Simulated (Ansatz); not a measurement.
AlAs: single-point calculation

- system: AlAs (slab, 16 atoms in the cell)
- method: DFT PBE+D3(BJ), scalar-relativistic, plane waves, PAW, no spin polarisation (Ansatz 0.2.0)

The structure derives from an entry of the Crystallography Open Database. It belongs to a series of runs on one base structure; here: the slab at its places in the relaxed adsorbed structure. Figures and captions count atoms from 1; the log counts them from 0 in places.

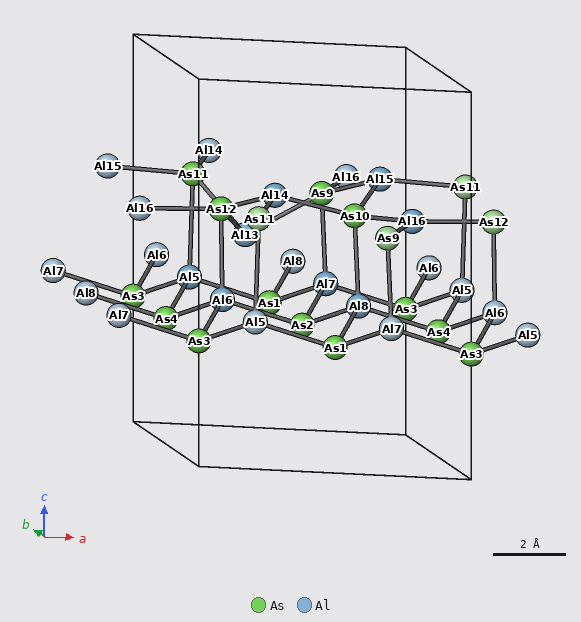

**Figure 1.** The structure as given in the input (ball-and-stick view of the cell of the calculation, with the vacuum cut short, seen slightly off an axis; neighbours outside the cell are drawn fainter; atoms are numbered from 1 in the order of the input). An atom can appear more than once, as a periodic image.

## Input
```yaml
crystal:
  lattice:
    - [8.0103882425, 0.0, 0.0]
    - [-4.0051941213, 6.9371997122, 0.0]
    - [0.0, 0.0, 25.9637841325]
  atoms:
    - { symbol: As, position: [0.5, 0.0, 0.3081214956] }
    - { symbol: As, position: [0.5, 0.5, 0.3081214956] }
    - { symbol: As, position: [0.0, 0.0, 0.3081214956] }
    - { symbol: As, position: [0.0, 0.5, 0.3081214956] }
    - { symbol: Al, position: [0.1666666667, 0.8333333333, 0.3396098497] }
    - { symbol: Al, position: [0.1666666667, 0.3333333333, 0.3396098497] }
    - { symbol: Al, position: [0.6666666667, 0.8333333333, 0.3396098497] }
    - { symbol: Al, position: [0.6666666667, 0.3333333333, 0.3396098497] }
    - { symbol: As, position: [0.6524516385, 0.8350428477, 0.4386065594] }
    - { symbol: As, position: [0.6547110755, 0.3454670599, 0.4381023721] }
    - { symbol: As, position: [0.1770483055, 0.8232356201, 0.4538469536] }
    - { symbol: As, position: [0.1652655064, 0.3478874165, 0.4386065967] }
    - { symbol: Al, position: [0.3317542956, 0.6685531424, 0.3968175482] }
    - { symbol: Al, position: [0.3201599192, 0.1711714728, 0.4644660962] }
    - { symbol: Al, position: [0.8291036351, 0.6800580867, 0.4644363396] }
    - { symbol: Al, position: [0.8253756588, 0.1749438352, 0.4428321336] }
basis:
  ecutwfc: 420
kpoints:
  mp_grid: { grid: [2, 2, 1] }
hamiltonian:
  xc: pbe
  dispersion: d3bj
scf:
  occupations: { method: gaussian, width: 0.05 }
output:
  forces: true
  eigenvalues: true
  write_density: true
  volumetric_format: npy
efield:
  axis: 3
  dipole_correction: true
  ramp_width: 0.04
```

Hardware: 4 threads of Intel Xeon (Granite Rapids), 32 GiB of memory available, shared host.

Run as:
```bash
ansatz run input.yaml --threads 4 --pin off --max-ram 10240MiB --backend cpu --events-out ev --progress --plain --runs-dir out
```

## Log
```
Engine: ansatz 0.2.0, x86_64-unknown-linux-gnu
Pseudopotentials: kind: paw
Pseudopotential: As, paw, valence charge 15, recommended cutoff 420 eV (normal), As.paw.azcp
Pseudopotential: Al, paw, valence charge 3, recommended cutoff 420 eV (normal), Al.paw.azcp
Functional definition: PBE
  parameter kappa = 0.804
  parameter beta = 0.06672455060314922
  exchange = pbe_x(kappa = kappa, mu = beta*pi^2/3)
  correlation = pbe_c(beta = beta)
Crystal: 16 atoms, lattice volume = 1442.799 Å³
Basis set: ecut = 420 eV, 28233 PW (Γ), exchange–correlation on 108×108×360 points (8 copies of the dense FFT grid, shifted against one another)
Bands: 88, of which v1, the nominal top of the filled ones, is band 72 counted from 1 (71 counted from 0)
Symmetry: 1 space group operations
Space group: P1 (ITA 1), of the structure as read, at distance tolerance 1.1e-4 Å
k-points: 4
Non-local potential: As, projectors of the file, l = 0: 2, l = 1: 2, l = 2: 3, l = 3: 1
Non-local potential: Al, projectors of the file, l = 0: 2, l = 1: 2, l = 2: 1
PAW form: soft (Blöchl's): semilocal exchange-correlation on the pseudo side does not see the compensation charge
PAW one-centre angular grid: As, 590 points (default); XC on 64 Gauss nodes
PAW one-centre angular grid: Al, 110 points (default); XC on 64 Gauss nodes
Initial density: superposition of atomic densities (neutral atoms: chi_scale 0, normalization atom), corrected by the library's trained network
Initial wavefunctions: pseudopotential atomic-orbital guess
Functional: x = pbe(κ = 0.804, μ = 0.2195149727645171), c = pbe(β = 0.06672455060314922)
SCF iter   1: F=—  HF=-43152.903242 eV  |F-HF|=—  |Δ(HF+E_count)|=         —  Δρ=1.85e-3  dr2=3.90e-1  ethr=1.77e-3  p=0.456 e·Å  D=5.71e-2 V/Å  ΔV_dip=-1.48 eV  dr2_dipole=6.89e-2  V_vac-E_F(+/−)=3.94/5.43 eV  ⟨swp⟩=8.5  Hψ=1515  notcnv=0  defer=7
efield: sawtooth ramp at fractional position 0.8663 (placed from the atoms, in the widest stretch of the axis that holds none; the zero of the levels goes with the place), width 0.0400; the density the first Hamiltonian is built on has a dipole p = 0.456 e·Å; the dipole correction subtracts the counter field D = 5.71e-2 V/Å, which shifts the + side's vacuum level by -1.48 eV against the − side's; the planar-averaged density in the ramp window peaks in size at 3.2e-7 e/Å³
preconditioner: auto → Resta (q_TF=auto, 1.858 Å⁻¹)  ε∞=2.1  [insulator: Δε(μ)=0.458 eV  Ē_g=7.542 eV  σ=0.050 eV  W_gap=1.00  n_scr=164 (ndim 8)  ℏωp=7.8 eV  f_vac=0.696  D(μ)=0.00/eV (n_scr^D=0)  ε∞_Penn≈2.1  vacuum switching on, ρ_ref=4.1e-3 e/Å³]
SCF iter   2: F=—  HF=-43152.943336 eV  |F-HF|=—  |Δ(HF+E_count)|=   4.01e-2  Δρ=2.26e-3  dr2=9.41e-1  ethr=2.71e-4  p=0.715 e·Å  D=8.96e-2 V/Å  ΔV_dip=-2.33 eV  dr2_dipole=2.72e-1  V_vac-E_F(+/−)=3.31/5.64 eV  ⟨swp⟩=3.0  Hψ=533  notcnv=0  defer=37  recentre
SCF iter   3: F=—  HF=-43152.853528 eV  |F-HF|=—  |Δ(HF+E_count)|=   8.98e-2  Δρ=9.48e-4  dr2=7.66e-2  ethr=2.71e-4  p=0.503 e·Å  D=6.31e-2 V/Å  ΔV_dip=-1.64 eV  dr2_dipole=1.34e-2  V_vac-E_F(+/−)=3.81/5.45 eV  ⟨swp⟩=3.8  Hψ=440  notcnv=0  defer=37
SCF iter   4: F=—  HF=-43152.843411 eV  |F-HF|=—  |Δ(HF+E_count)|=   1.01e-2  Δρ=3.45e-4  dr2=2.85e-3  ethr=5.32e-5  p=0.542 e·Å  D=6.80e-2 V/Å  ΔV_dip=-1.77 eV  dr2_dipole=5.51e-7  V_vac-E_F(+/−)=3.69/5.45 eV  ⟨swp⟩=2.0  Hψ=412  notcnv=0  defer=37
SCF iter   5: F=—  HF=-43152.844122 eV  |F-HF|=—  |Δ(HF+E_count)|=   7.11e-4  Δρ=1.29e-4  dr2=4.28e-4  ethr=1.98e-6  p=0.541 e·Å  D=6.78e-2 V/Å  ΔV_dip=-1.76 eV  dr2_dipole=3.11e-5  V_vac-E_F(+/−)=3.69/5.45 eV  ⟨swp⟩=2.2  Hψ=444  notcnv=0  defer=37
SCF iter   6: F=—  HF=-43152.844290 eV  |F-HF|=—  |Δ(HF+E_count)|=   1.68e-4  Δρ=5.21e-5  dr2=4.79e-5  ethr=2.97e-7  p=0.538 e·Å  D=6.74e-2 V/Å  ΔV_dip=-1.75 eV  dr2_dipole=6.45e-7  V_vac-E_F(+/−)=3.70/5.45 eV  ⟨swp⟩=2.0  Hψ=402  notcnv=0  defer=37
SCF iter   7: F=—  HF=-43152.844395 eV  |F-HF|=—  |Δ(HF+E_count)|=   1.05e-4  Δρ=1.85e-5  dr2=7.69e-6  ethr=3.33e-8  p=0.536 e·Å  D=6.73e-2 V/Å  ΔV_dip=-1.75 eV  dr2_dipole=9.00e-8  V_vac-E_F(+/−)=3.70/5.45 eV  ⟨swp⟩=2.0  Hψ=438  notcnv=0  defer=37
SCF iter   8: F=—  HF=-43152.844400 eV  |F-HF|=—  |Δ(HF+E_count)|=   4.95e-6  Δρ=4.90e-6  dr2=4.77e-7  ethr=5.34e-9  p=0.536 e·Å  D=6.73e-2 V/Å  ΔV_dip=-1.75 eV  dr2_dipole=9.45e-11  V_vac-E_F(+/−)=3.70/5.45 eV  ⟨swp⟩=2.0  Hψ=601  notcnv=0  defer=37
SCF iter   9: F=-43152.844400 eV  HF=-43152.844400 eV  |F-HF|=7.14e-8  |Δ(HF+E_count)|=   4.52e-7  Δρ=1.58e-6  dr2=4.90e-8  ethr=6.94e-11  p=0.536 e·Å  D=6.73e-2 V/Å  ΔV_dip=-1.75 eV  dr2_dipole=6.40e-10  V_vac-E_F(+/−)=3.70/5.45 eV  ⟨swp⟩=18.2  Hψ=2019  notcnv=0
SCF 1 converged in 9 iterations: F = -43152.844400 eV  dr2 = 4.90e-8
  greatest PAW one-centre occupation: 0.999 electrons in one spin orbital (limit 2), on the As atom at site 0 (counted from 0), in its partial waves of l = 2
```

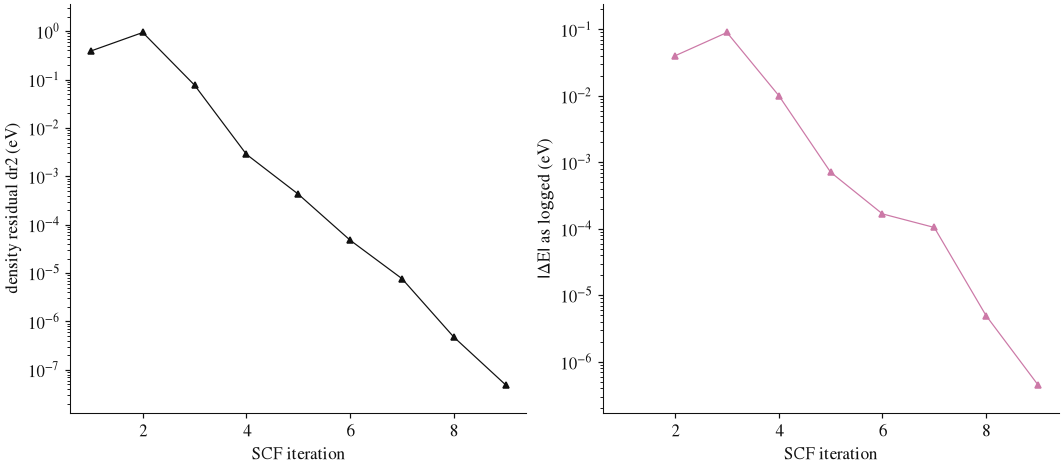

**Figure 2.** Convergence of the self-consistent field: density residual dr2 and size of the energy change against the SCF iteration. The residual comes down, with one marked jump up, by a factor of about 2.5, at step 2.

```
SCF converged after 9 iterations
Free energy (F): -43152.844400 eV
Harris-Foulkes:  -43152.844400 eV  (|F-HF|=7.14e-8)
Internal energy: -43152.844400 eV  (E = F + TS)
E sigma→0 (E₀):  -43152.844400 eV
Entropy (-TS):   -0.000000 eV (-0.000 meV/atom)
Fermi energy:    -1.697728 eV
Dipole field:    D = 0.067273 V/Å  (p = 0.536393 e·Å, saw-weighted, corrected)
Work function:   Φ+ = 3.6985 eV   Φ− = 5.4451 eV
Levels:          The Fermi level and band energies are counted from a zero that moves with the ramp; work functions are not
--- Per-component energies (eV) ---
  E_band       = -3342.894110
  E_kinetic    = 1001.873804
  E_local      = -102597.662570  (includes V_loc(G=0)·N_el)
  E_nonlocal   = -5281.275759
  E_hartree    = 51281.518107
  E_xc         = -945.136093
  E_vxc        = -856.696667  (∫ρ·V_xc dr)
  E_paw        = -18421.090957  (= ΣΔE_a)
  E_vpaw       = 1825.685840  (= ΣTr[D̂ρ^β])
  E_aug_tail   = 0.000047  (compensation charges beyond the density's cutoff)
  E_efield     = 0.018042  (sawtooth field / dipole correction)
  E_vefield    = 2.168059  (∫n·V_field dr)
  E_ewald      = 31812.365257
  E_disp       = -3.454277  (pairwise vdW)
  E_smearing   = -0.000000  (= −TS)
  E_closure    = 0.000000  (closes the sum)
  Σ components = -43152.844400   (vs F -43152.844400, Δ=0.00e0)
--- Forces (eV/Å), atoms counted from 1 ---
  atom   1  As     0.05811721    -0.40474955     0.54618702
  atom   2  As    -0.44404583     0.25646734     0.26072920
  atom   3  As     0.09718962    -0.05609606    -0.08237847
  atom   4  As     0.37928312     0.15151834     0.54607690
  atom   5  Al    -0.94602597     0.54596528    -0.14712321
  atom   6  Al     0.21290170    -1.01526873    -0.64215532
  atom   7  Al     0.98877708     0.32483500    -0.64463172
  atom   8  Al    -0.24153186     0.13988807    -0.02274131
  atom   9  As     0.02711298    -0.14794769     0.61090488
  atom  10  As    -0.28451878     0.16510535     0.38556105
  atom  11  As    -0.40595792     0.23340493     0.14396878
  atom  12  As     0.14169849     0.04887077     0.61062900
  atom  13  Al    -0.24345418     0.13981475     0.25950347
  atom  14  Al    -0.01572084    -0.62380230    -0.87244310
  atom  15  Al     0.53212904     0.32559726    -0.87213426
  atom  16  Al     0.14407169    -0.08361645    -0.08004471
  max |Σ_I F_I| component: 9.18e-5 eV/Å
--- Band table (eV) ---
  k-point 0: bands = ["-37.2658", "-37.2607", "-37.2589", "-37.2337", "-37.2262", "-36.9889", "-36.9881", "-36.9841", "-36.9834", "-36.9389", "-36.9382", "-36.9133", "-36.9123", "-36.9026", "-36.9019", "-36.8768", "-36.8742", "-36.8207", "-36.7995", "-36.7836", "-36.3140", "-36.3133", "-36.3000", "-36.2991", "-36.2948", "-36.2941", "-36.2402", "-36.2395", "-36.2327", "-36.2319", "-36.0663", "-36.0573", "-36.0481", "-35.9981", "-35.9900", "-35.6389", "-35.6274", "-35.6259", "-35.6146", "-35.6074", "-13.9738", "-12.9741", "-12.8271", "-12.5866", "-12.3713", "-11.6664", "-11.5477", "-11.1810", "-8.4081", "-8.1156", "-7.8559", "-7.0502", "-6.9706", "-6.9539", "-5.9317", "-4.9326", "-4.7975", "-4.4753", "-4.4433", "-4.0151", "-3.8200", "-3.6749", "-3.3183", "-3.1386", "-3.0700", "-2.9184", "-2.8340", "-2.8307", "-2.6516", "-2.2415", "-1.8750", "-1.8744", "-1.5255", "-1.1853", "-0.9244", "-0.5683", "-0.1952", "-0.0854", "0.0972", "0.3522", "0.5302", "1.0657", "1.1058", "1.1972", "1.4532", "1.5865", "1.8442", "1.8795"]
  k-point 1: bands = ["-37.2658", "-37.2607", "-37.2589", "-37.2337", "-37.2262", "-36.9888", "-36.9883", "-36.9841", "-36.9835", "-36.9389", "-36.9383", "-36.9132", "-36.9125", "-36.9025", "-36.9019", "-36.8768", "-36.8742", "-36.8207", "-36.7995", "-36.7836", "-36.3140", "-36.3134", "-36.2999", "-36.2993", "-36.2947", "-36.2941", "-36.2401", "-36.2396", "-36.2325", "-36.2320", "-36.0663", "-36.0573", "-36.0481", "-35.9981", "-35.9900", "-35.6389", "-35.6274", "-35.6259", "-35.6146", "-35.6074", "-13.6347", "-13.3555", "-12.9459", "-12.4689", "-12.1958", "-12.1067", "-11.5708", "-11.2694", "-7.9071", "-7.6840", "-7.1223", "-6.6338", "-6.5693", "-6.1943", "-5.9146", "-5.6166", "-5.4507", "-5.1206", "-4.6371", "-4.5861", "-4.4750", "-4.2611", "-4.2054", "-4.0428", "-3.7760", "-3.0862", "-2.7863", "-2.7448", "-2.6679", "-2.4292", "-2.2673", "-1.9267", "-1.2536", "-0.9833", "-0.5031", "-0.2945", "0.2036", "0.6605", "1.2092", "1.3955", "1.5065", "1.6735", "1.8088", "1.9904", "2.1109", "2.3936", "2.5560", "2.6402"]
  k-point 2: bands = ["-37.2658", "-37.2607", "-37.2589", "-37.2337", "-37.2262", "-36.9888", "-36.9883", "-36.9841", "-36.9835", "-36.9389", "-36.9382", "-36.9132", "-36.9125", "-36.9026", "-36.9019", "-36.8768", "-36.8742", "-36.8207", "-36.7995", "-36.7836", "-36.3140", "-36.3134", "-36.2999", "-36.2993", "-36.2947", "-36.2941", "-36.2401", "-36.2396", "-36.2325", "-36.2320", "-36.0663", "-36.0573", "-36.0481", "-35.9981", "-35.9900", "-35.6389", "-35.6274", "-35.6259", "-35.6146", "-35.6074", "-13.6346", "-13.3558", "-12.9457", "-12.4690", "-12.1962", "-12.1061", "-11.5709", "-11.2693", "-7.9073", "-7.6836", "-7.1232", "-6.6334", "-6.5692", "-6.1940", "-5.9145", "-5.6170", "-5.4508", "-5.1200", "-4.6365", "-4.5871", "-4.4755", "-4.2609", "-4.2051", "-4.0431", "-3.7756", "-3.0862", "-2.7869", "-2.7444", "-2.6679", "-2.4290", "-2.2670", "-1.9265", "-1.2547", "-0.9826", "-0.5041", "-0.2945", "0.2037", "0.6611", "1.2079", "1.3956", "1.5059", "1.6731", "1.8095", "1.9916", "2.1115", "2.3939", "2.5561", "2.6408"]
  k-point 3: bands = ["-37.2658", "-37.2607", "-37.2589", "-37.2337", "-37.2262", "-36.9889", "-36.9881", "-36.9841", "-36.9834", "-36.9389", "-36.9382", "-36.9133", "-36.9123", "-36.9026", "-36.9019", "-36.8768", "-36.8742", "-36.8207", "-36.7995", "-36.7836", "-36.3140", "-36.3133", "-36.3000", "-36.2991", "-36.2948", "-36.2941", "-36.2402", "-36.2395", "-36.2327", "-36.2319", "-36.0663", "-36.0573", "-36.0481", "-35.9981", "-35.9900", "-35.6389", "-35.6274", "-35.6259", "-35.6146", "-35.6074", "-13.5594", "-13.4875", "-12.8503", "-12.5178", "-12.2643", "-11.9507", "-11.6716", "-11.2451", "-8.0075", "-7.5058", "-6.9606", "-6.7501", "-6.5933", "-6.5652", "-5.7364", "-5.6516", "-5.5068", "-5.0855", "-4.5951", "-4.5051", "-4.4301", "-4.2803", "-4.1313", "-3.8120", "-3.7387", "-3.3792", "-2.8720", "-2.8504", "-2.4308", "-2.4297", "-2.3117", "-1.9390", "-1.0001", "-0.9815", "-0.8401", "-0.1636", "0.1321", "0.5236", "1.0555", "1.1608", "1.6524", "1.6605", "1.9717", "2.1261", "2.2411", "2.4879", "2.5398", "2.6963"]
```

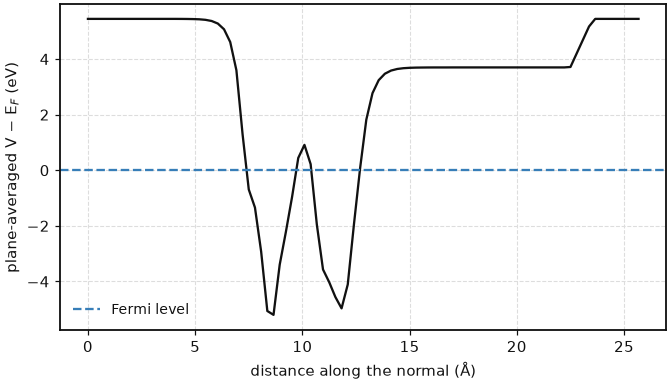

**Figure 3.** Plane average of the electrostatic potential energy of an electron across the cell, from the Fermi level. The vacuum level lies 3.70 eV above the Fermi level on the upper side and 5.45 eV on the lower.

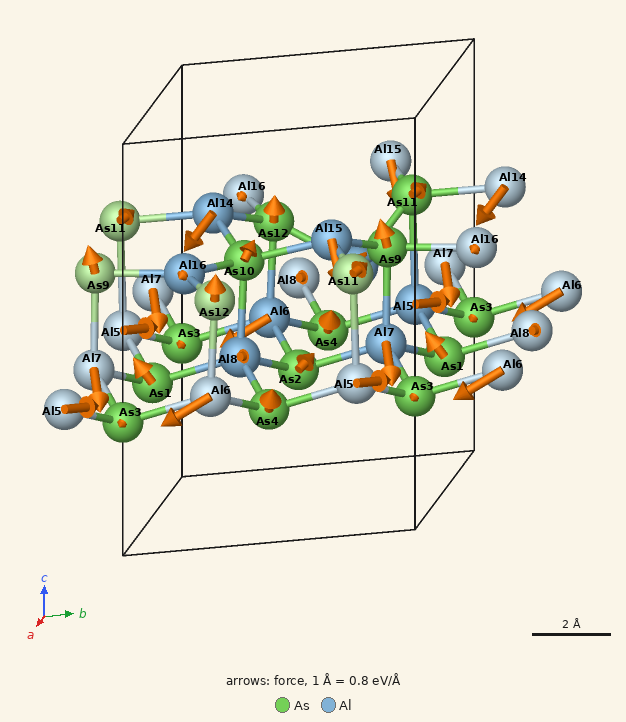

**Figure 4.** Forces on the atoms as orange arrows (ball-and-stick view of the cell of the calculation, with the vacuum cut short, seen slightly off an axis; neighbours outside the cell are drawn fainter; atoms are numbered from 1 in the order of the input). The largest act on Al6, Al7 (1.22 eV/Å); Al5 (1.10 eV/Å); Al14, Al15 (1.07 eV/Å); As1, As4 (0.68 eV/Å), among others. The geometry is not a stationary point of this energy.

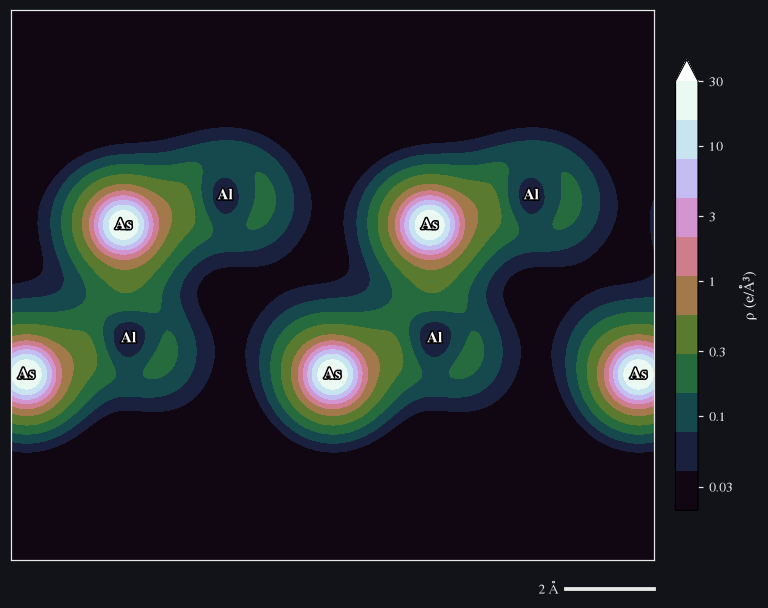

**Figure 5.** Valence pseudo-density on the (110) plane of the calculation cell, a cut from vacuum to vacuum. Al–As (2.40 Å): the density is about 0.51 e/Å³ at the midpoint. Al–As (2.45 Å): ρ is about 0.47 e/Å³ halfway. Al–As (2.57 Å): ρ is about 0.36 e/Å³ halfway. The density dies away to nearly zero in the vacuum. The fields are those of the smooth PAW valence density.

## Key numbers

```json
{"quantity": "outcome", "value": "converged"}
{"quantity": "electrons treated", "value": "144"}
{"quantity": "free energy", "value": "−43152.8444 eV"}
{"quantity": "work function, top face", "value": "3.70 eV"}
{"quantity": "work function, bottom face", "value": "5.45 eV"}
{"quantity": "Fermi energy", "value": "−1.698 eV"}
{"quantity": "gap on the k-point mesh", "value": "0.35 eV"}
{"quantity": "work function (upper face)", "value": "3.70 eV"}
{"quantity": "largest force (length of the vector)", "value": "1.224 eV/Å"}
{"quantity": "wall time", "value": "5.9 s (CPU time 22 s)"}
{"quantity": "peak memory", "value": "2.8 GiB"}
```
